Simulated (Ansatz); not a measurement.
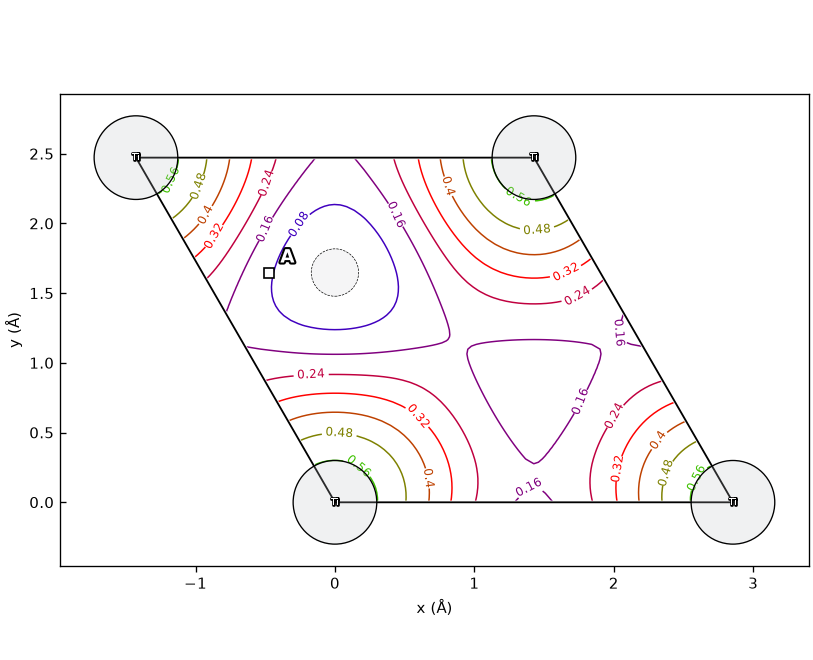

Si on a Ti(111) slab cut from the Fm-3m phase, its upper half relaxed before the scan (12 atoms of substrate and one adsorbate in a 2 × 2 cell). 
- Si is moved over the surface cell at a fixed height above a rigid substrate; the origin of the map has the adsorbate above Ti9; the height is held at 2.20 Å.
- Places are given modulo a cell vector. The map is drawn in real space over the plane of the surface.
- Grid: 6 × 6 points; 10 points were computed and 26 follow by symmetry.
- Places are given in fractions of the 1 × 1 surface cell.
- All energies are given in eV relative to the lowest grid point.
- The runs have no spin polarisation, so an open-shell adsorbate far from the surface lies too high. At a fixed height the lowest place need not be the adsorption site.
- The calculation used DFT PBE+D3(BJ), scalar-relativistic, plane waves, PAW in Ansatz. Settings: cutoff 420 eV, k-mesh 6×6×1, gaussian smearing 0.1 eV, no spin polarisation.

Drawn: contour lines labelled in eV, labelled circles for the atoms of the top layer and small ones for the second layer, the outline of one cell of the plane, the point A. Between grid points the surface is interpolated.

Is A at rest? If not, where is it pushed?

Answer. A, at (1/6, 4/6) of the cell vectors, is not a stationary point. The computed force is 0.36 eV/Å in the plane, pointing right in the picture (components 0.34 and −0.09 eV/Å).

PAW datasets: the set soft_1.
